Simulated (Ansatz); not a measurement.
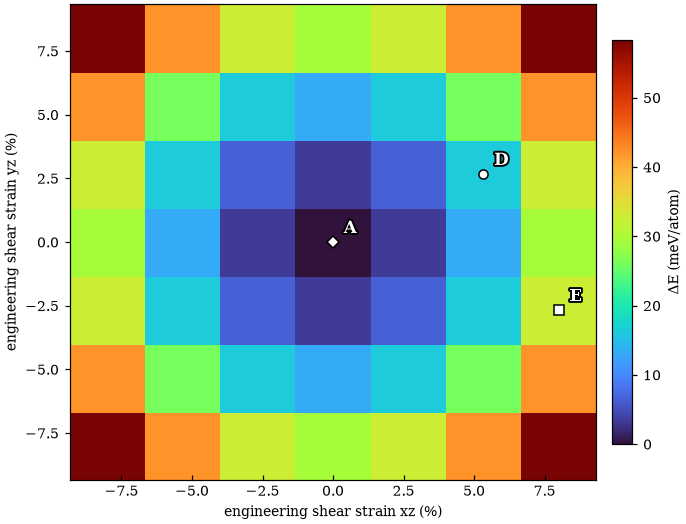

Ge (Ia-3, No. 206; 8 atoms in the cell). The energy is mapped over two homogeneous strains (x, y and z along the cube axes). The first coordinate is: engineering shear strain xz; the second: engineering shear strain yz. Nothing is relaxed (fractional coordinates fixed). Grid: 7 × 7 points; 13 points were computed and 36 follow by symmetry. Points are written as (first, second). Energies: meV/atom, counted from the lowest grid point. All numbers below come from Ansatz 0.2.0, DFT LDA, scalar-relativistic, plane waves, PAW. Settings: cutoff 420 eV, k-mesh 8×8×8, gaussian smearing 0.15 eV, no spin polarisation.

In the figure: one coloured cell a grid point, lettered points.

> Which space group has the cell at each letter?

A: Ia-3; D: P-1; E: P-1.

> What kind of point is each of A, D: minimum, saddle, maximum or slope?

A: minimum; D: on a slope. (In these two coordinates alone; a stationary point may lie a little off the grid point.)

> Rank the lettered points by energy, lowest first.

A (0.0 meV/atom), D (16.3 meV/atom), E (32.7 meV/atom).

PAW datasets: the set soft_1.
